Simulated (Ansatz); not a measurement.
The Ansatz input:

```
crystal:
  lattice:
    - [3.9744, 0.0, 0.0]
    - [0.0, 3.9744, 0.0]
    - [0.0, 0.0, 5.022]
  atoms:
    - { symbol: Pb, position: [0.0, 0.5, 0.2351] }
    - { symbol: Pb, position: [0.5, 0.0, 0.7649] }
    - { symbol: O, position: [0.0, 0.0, 0.0] }
    - { symbol: O, position: [0.5, 0.5, 0.0] }
kpoints:
  mp_grid: { grid: [7, 7, 6] }
  band_path:
    path:
      - [0.0, 0.0, 0.0]
      - [0.0, 0.5, 0.0]
      - [0.5, 0.5, 0.0]
      - [0.0, 0.0, 0.0]
      - [0.0, 0.0, 0.5]
      - [0.0, 0.5, 0.5]
      - [0.5, 0.5, 0.5]
      - [0.0, 0.0, 0.5]
      - [0.0, 0.5, 0.0]
    npoints: 14
scf:
  occupations: { method: fermi_dirac, width: 0.03 }
hamiltonian:
  xc: pbe
  pseudopotentials: { kind: all_electron, lapw: { basis_error: 0.001 } }
output:
  forces: true
  stress: true
  eigenvalues: true
  fatbands: true
  populations: true
  dos: { projected: true, de: 0.2, e_range: [-14, 8] }
```

Command:
```bash
ansatz run input.yaml --threads 1 --pin off --max-ram 4096MiB --backend cpu --events-out ev --progress --plain --runs-dir out
```

Predict the main features of the band structure. The path is Γ–X–M–Γ–Z–R–A–Z–X.

The bands leave a gap. The gap along this path is 1.24 eV and indirect, from the valence-band top between M and Γ to the conduction-band bottom at M; the smallest direct gap is 2.32 eV, at M. The top valence band spans 1.7 eV and the lowest conduction band 2.3 eV. The direct gaps are 4.10 eV at R, 4.56 eV at A and 2.94 eV at Z.

The atoms aren't at rest in this cell (largest force 0.5 eV/Å), so the relaxed material can differ. Spin-orbit coupling is left out, which matters for Pb.

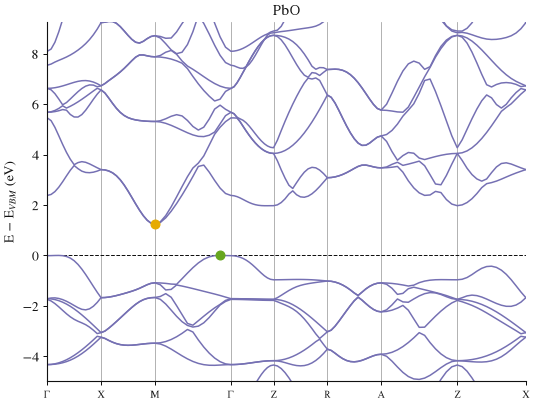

Band structure. Energies are counted from the top of the valence band. The path runs straight from each named point to the next.
